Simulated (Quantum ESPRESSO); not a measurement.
# W: 7 runs along one coordinate

System: W (Fm-3m, 1 atom in the cell).
Method: Kohn-Sham DFT of a periodic cell, PBE, SSSP 1.3 efficiency PBE, no spin polarisation (Quantum ESPRESSO 7.5).

The 7 runs differ only in the geometry, by an even scaling of the cell at fixed fractional positions. The structure derives from an entry of the Crystallography Open Database.

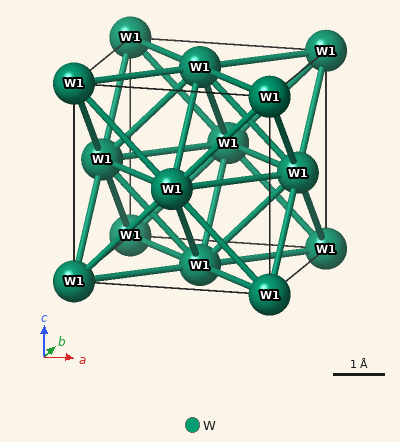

Figure 1. The structure of run 4 (ball-and-stick view of the cell 4 times as large as that of the calculation, set on its symmetry axes, seen slightly off an axis; atoms are numbered from 1 in the order of the input).

### Input file of run 4
```
&CONTROL
  calculation = 'scf'
  prefix = 'pwscf'
  outdir = './tmp'
  pseudo_dir = './pseudo'
  tprnfor = .true.
  tstress = .true.
  disk_io = 'low'
/
&SYSTEM
  ibrav = 0
  nat = 1
  ntyp = 1
  ecutwfc = 55
  ecutrho = 440
  nbnd = 13
  occupations = 'smearing'
  smearing = 'fd'
  degauss = 0.00367493
/
&ELECTRONS
  conv_thr = 2d-10
  electron_maxstep = 120
  mixing_beta = 0.5
/
ATOMIC_SPECIES
W    183.8400 W_pbe_v1.2.uspp.F.UPF
CELL_PARAMETERS angstrom
   0.0000000000    2.0300000000    2.0300000000
   2.0300000000    0.0000000000    2.0300000000
   2.0300000000    2.0300000000    0.0000000000
ATOMIC_POSITIONS crystal
W      0.0000000000    0.0000000000    0.0000000000
K_POINTS automatic
11 11 11 0 0 0
```

### File pp_density.in of run 4
```
&INPUTPP
  prefix = 'pwscf'
  outdir = './tmp'
  filplot = 'density.dat'
  plot_num = 0
/
&PLOT
  nfile = 1
  filepp(1) = 'density.dat'
  iflag = 3
  output_format = 6
  fileout = 'density.cube'
/
```

### File pp_potential.in of run 4
```
&INPUTPP
  prefix = 'pwscf'
  outdir = './tmp'
  filplot = 'potential.dat'
  plot_num = 11
/
&PLOT
  nfile = 1
  filepp(1) = 'potential.dat'
  iflag = 3
  output_format = 6
  fileout = 'potential.cube'
/
```

Command:
```bash
OMP_NUM_THREADS=1 pw.x -in pw.in > pw.out
OMP_NUM_THREADS=1 pp.x -in pp_density.in > pp_density.out
OMP_NUM_THREADS=1 pp.x -in pp_potential.in > pp_potential.out
```

Run 6 has the same physical settings and fractional positions; its lattice vectors (Å) are:
```
   0.000000    2.056714    2.056714
   2.056714    0.000000    2.056714
   2.056714    2.056714    0.000000
```

### Results, with one run withheld

```tsv
run	volume per atom (Å³)	free energy per atom, from the lowest run given (meV)	pressure (GPa)
1	15.727	31.90	14.62
2	16.062	8.84	7.45
3	16.396	0.00	1.01
4	16.731	3.89	−4.76
5	17.065	19.17	−9.91
6	17.400	?	?
7	17.735	79.15	−18.60
```

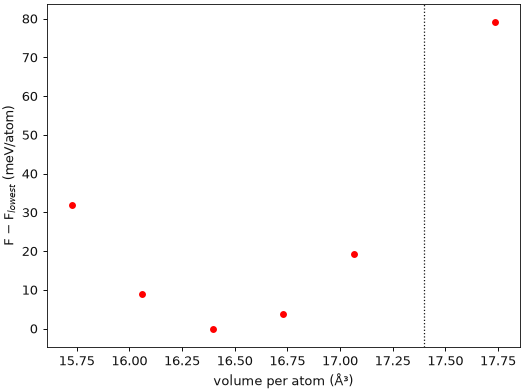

Figure 2. Free energy per atom of the runs given; the dotted line marks run 6.

Estimate the energy of run 6 from the others.

A cubic polynomial in V^(−2/3) (the Birch–Murnaghan form), fitted to the 6 runs given, misses them by at most 0.02 meV per atom. With x = V^(−2/3) − 0.15369 Å⁻², it reads F = 0.9128 − 2494.4 x + 1.4123e+06 x² + 2.4839e+06 x³ (meV per atom). At run 6 it gives 44.60 meV per atom, and the run itself gives 44.62. The slope of the fit gives a pressure −dF/dV of −14.43 GPa there, and the run prints −14.50 GPa. The two needn't agree exactly: the fit is approximate, and the printed stress is taken on a finite basis. The fit has its minimum at 16.455 Å³ per atom, where V d²F/dV² gives 293 GPa: the bulk modulus at this level, since symmetry fixes the shape and the positions.

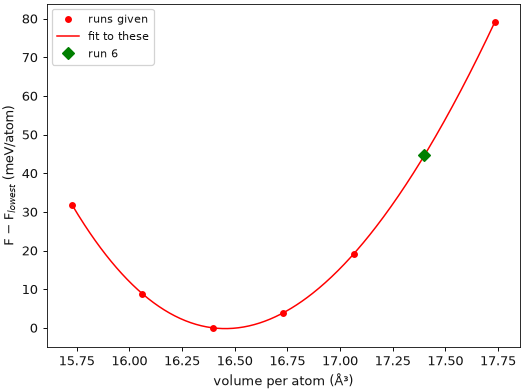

Figure 3. The fit and the withheld run.

### Some lines of the output (run 6)
```
[...]
     unit-cell volume          =     117.4216 (a.u.)^3
     number of k points=    56  Fermi-Dirac smearing, width (Ry)=  0.0037
     total energy              =    -159.09747507 Ry
     total energy              =    -159.10488062 Ry
     total energy              =    -159.10510712 Ry
     total energy              =    -159.10511866 Ry
     total energy              =    -159.10511976 Ry
     total energy              =    -159.10511977 Ry
     the Fermi energy is    19.9716 ev
!    total energy              =    -159.10511977 Ry
     The total energy is F=E-TS. E is the sum of the following terms:
     Computing stress (Cartesian axis) and pressure
          total   stress  (Ry/bohr**3)                   (kbar)     P=     -145.04
```

Notes on the run: negative rho. Spin–orbit coupling is left out, which matters for W.
